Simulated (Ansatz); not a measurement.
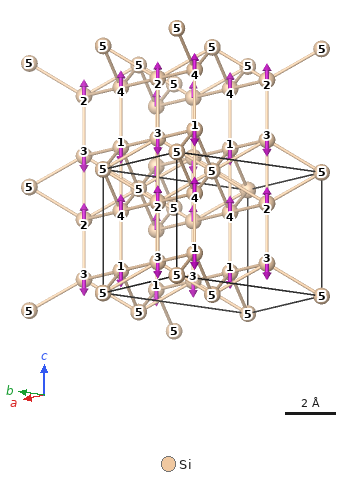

This is a relaxation of solid Si (built on the K_65 type). The starting structure is drawn; purple arrows show the displacements (the part carried along by the change of the cell is left out), magnified 30 times.

The picture is a ball-and-stick view of the conventional cell (2 times the calculation's cell), repeated 2 × 1 × 2 with one cell outlined, seen from a free direction. Lengths and directions refer to the drawn axes.

Case: K type (Cmmm, No. 65).

Level of theory: Ansatz 0.2.0, DFT PBE, scalar-relativistic, plane waves, PAW. Set-up: plane-wave cutoff 420 eV; k-point mesh 10 × 10 × 8; occupations gaussian; smearing width 0.1 eV; no spin polarisation; cell and atoms relaxed; force threshold 0.01 eV/Å; at most 80 steps.

Q: Describe the change and its energy.

A: The largest moves relative to the cell, 0.023 Å, are those of Si1, Si2, Si3 and Si4. Si1 goes along −c. The volume changes by +0.5 %, with a 4.873 → 4.941 Å (+1.4 %), b 7.385 → 7.516 Å (+1.8 %), c 5.078 → 4.943 Å (−2.7 %). Near-neighbour distances that change, for instance: Si1–Si4 2.618 → 2.502 Å, Si1–Si3 2.436 → 2.471 Å, Si1–Si4 (another image) 2.460 → 2.441 Å. Among the angles between lasting bonds that change: Si5–Si4–Si5 118.8° → 121.8°. The space group stays Cmmm (No. 65). After 7 accepted moves (9 points after the start) the energy has fallen by 35.7 meV per cell of the calculation. The largest force component goes from 0.027 to 0.00011 eV/Å. The pressure goes from −0.02 to 0.01 GPa. The line search rejected the trial step at point 2 of the run. The SCF was repeated once at an unchanged geometry on a basis and grid sized afresh for the cell, which shifted the energy by 0.2 meV per cell of the calculation at most.
